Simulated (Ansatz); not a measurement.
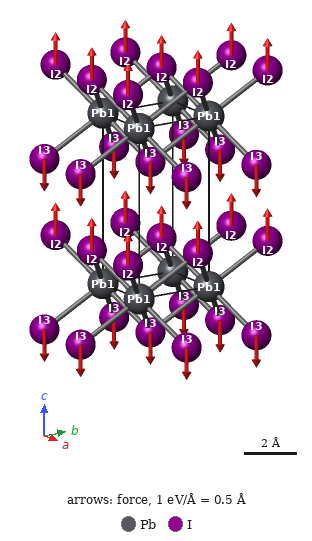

Starting geometry of a crystal of PbI$_{2}$ (a generated structure, set up in P-3m1) with the computed forces as red arrows. The picture is a ball-and-stick view of the cell of the calculation, seen slightly off an axis.

Case: cell and atoms relaxed from a first guess.

These are results of DFT, PBE, PAW with Ansatz's default frozen-core files, scalar-relativistic in Ansatz, not measurements.

Input
```yaml
crystal:
  lattice:
    - [4.1649823397, 0.0, 0.0]
    - [-2.0824911699, 3.6069805125, 0.0]
    - [0.0, 0.0, 6.6639717436]
  atoms:
    - { symbol: Pb, position: [0.0, 0.0, 0.0] }
    - { symbol: I, position: [0.3333333333, 0.6666666667, 0.25] }
    - { symbol: I, position: [0.6666666667, 0.3333333333, 0.75] }
kpoints:
  mp_grid: { grid: [11, 11, 6] }
scf:
  occupations: { method: fermi_dirac, width: 0.03 }
hamiltonian:
  xc: pbe
  pseudopotentials: { kind: paw }
output:
  forces: true
  stress: true
relax:
  f_tol: 0.005
  max_steps: 80
  cell: {}
```

Launched with:
```bash
ansatz run input.yaml --threads 1 --pin off --max-ram 3072MiB --backend cpu --events-out ev --progress --plain --runs-dir out
```

Question: Is this structure relaxed? If not, where do the atoms go?

Answer: It isn't relaxed: the largest force vector, on I atoms, is 2.56 eV/Å. Measured relative to the changing cell, the final displacements run against the starting forces (cosine between the two patterns −1.00). After 11 accepted moves (13 points after the start) the energy has fallen by 510 meV per atom. Largest force component: 2.6 eV/Å at the start, 0.00069 eV/Å at the end. Pressure: 16.37 GPa at the start and −0.01 GPa at the end. At 2 points the geometry stayed and the basis and grid were re-selected for the new cell (energy shift of 5.0 meV per atom at most each time). The largest moves relative to the cell, 0.11 Å, are those of I2 and I3. I2 goes along −c. Pb stays in place. The volume changes by +48.6 %, with a = b 4.165 → 4.677 Å (+12.3 %), c 6.664 → 7.850 Å (+17.8 %). Among the contacts that change: Pb1–I2 2.925 → 3.278 Å. The space group stays P-3m1 (No. 164). The run took about 3 core-minutes on a shared host.
